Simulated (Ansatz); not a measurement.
System: SnO₂.

The calculation's input:

```
crystal:
  lattice:
    - [0.0, 4.4365685753, 4.4365685753]
    - [4.4365685753, 0.0, 4.4365685753]
    - [4.4365685753, 4.4365685753, 0.0]
  atoms:
    - { symbol: Sn, position: [0.125, 0.125, 0.625] }
    - { symbol: Sn, position: [0.625, 0.125, 0.125] }
    - { symbol: Sn, position: [0.125, 0.625, 0.125] }
    - { symbol: Sn, position: [0.125, 0.125, 0.125] }
    - { symbol: O, position: [0.8912079885, 0.8912079885, 0.8912079885] }
    - { symbol: O, position: [0.8912079885, 0.3263760345, 0.8912079885] }
    - { symbol: O, position: [0.8912079885, 0.8912079885, 0.3263760345] }
    - { symbol: O, position: [0.3263760345, 0.8912079885, 0.8912079885] }
    - { symbol: O, position: [0.9236239655, 0.3587920115, 0.3587920115] }
    - { symbol: O, position: [0.3587920115, 0.3587920115, 0.9236239655] }
    - { symbol: O, position: [0.3587920115, 0.9236239655, 0.3587920115] }
    - { symbol: O, position: [0.3587920115, 0.3587920115, 0.3587920115] }
basis:
  ecutwfc: 420
kpoints:
  mp_grid: { grid: [6, 6, 6] }
hamiltonian:
  xc: lda
  pseudopotentials: { kind: paw, azcp: { folder: soft_1 } }
scf:
  occupations: { method: gaussian, width: 0.02 }
output:
  forces: true
  stress: true
  eigenvalues: true
  write_density: true
  write_potential: true
  elf: true
  volumetric_format: npy
relax:
  adjacent_minimum: "off"
  f_tol: 0.005
  max_steps: 80
  cell: { stress_tol: 0.05 }
```

Command:

```sh
ansatz run input.yaml --threads 4 --pin off --max-ram 8192MiB --backend cpu --events-out ev --progress --plain --runs-dir out
```

Below, planes, directions and counts refer to the conventional cell (a = 8.86 Å, b = 8.86 Å, c = 8.86 Å, α = 90.00°, β = 90.00°, γ = 90.00°).

The fields are those of the relaxed geometry.

Space group Fd-3m; a structure from a database of computed crystals, not necessarily the ambient phase; PAW files of the earlier set (soft_1).

These are results of DFT LDA, scalar-relativistic, plane waves, PAW (Ansatz), not measurements.

**Predict the valence pseudo-density and electron localisation function between the atoms.**

Sn–O (2.08 Å): the density is about 0.63 e/Å³ at the midpoint; the ELF peaks at about 0.80 in the valence shell of O, 0.6 Å from its nucleus, and is about 0.30 at the midpoint: no localised pair shows between them.

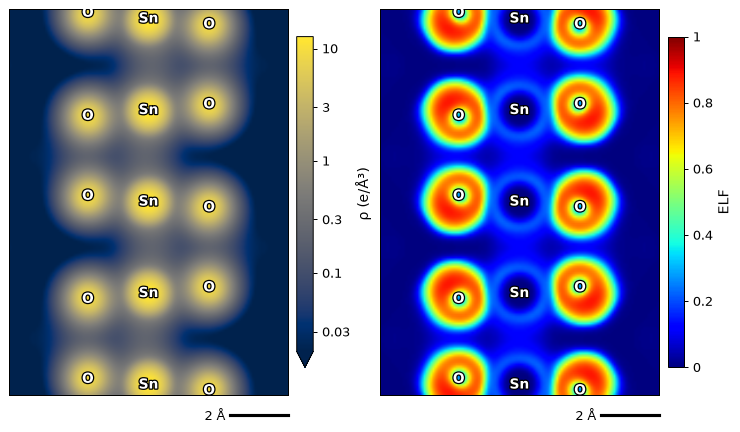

Computed valence pseudo-density and electron localisation function on the (110) plane of the conventional cell, in this order. 

Core electrons are frozen (PAW), and the valence fields are smoothed inside the atomic spheres.
